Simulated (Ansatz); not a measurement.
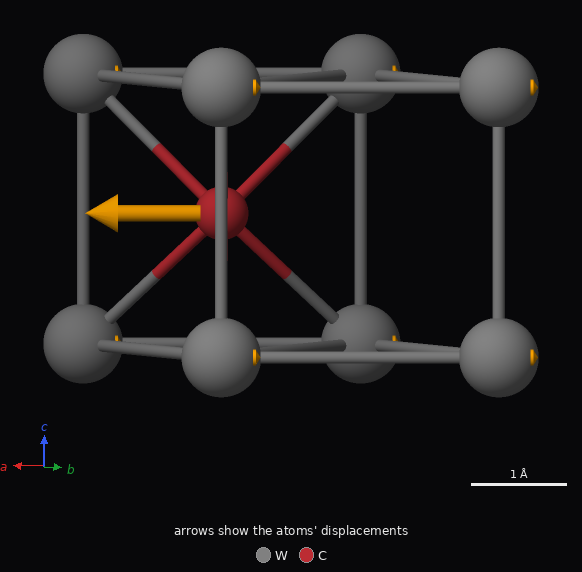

Phonons of crystalline WC, space group P-6m2 (No. 187), at the zone centre. The optical levels lie at 566, 603 (×2) cm⁻¹. One mode is drawn. Displacements are drawn as orange arrows; their common scale and sign are arbitrary. Style: ball-and-stick. Shown: the cell of the calculation, from a free direction.

Computed with DFT PBE, scalar-relativistic, plane waves, PAW (Ansatz 0.2.0). Settings: plane-wave cutoff 420 eV; k-point mesh 24 × 24 × 22; occupations gaussian; smearing width 0.15 eV; no spin polarisation.

### To which level does it belong?

The level at 603 cm⁻¹. This is the E′ mode (doubly degenerate; one member of the set is drawn), the highest optical level, infrared- and Raman-active by symmetry. The C sublattice moves against the W sublattice, along a; the kinetic energy is shared as C 94 %, W 6 %. The crystal is a metal, so free carriers screen the infrared response.
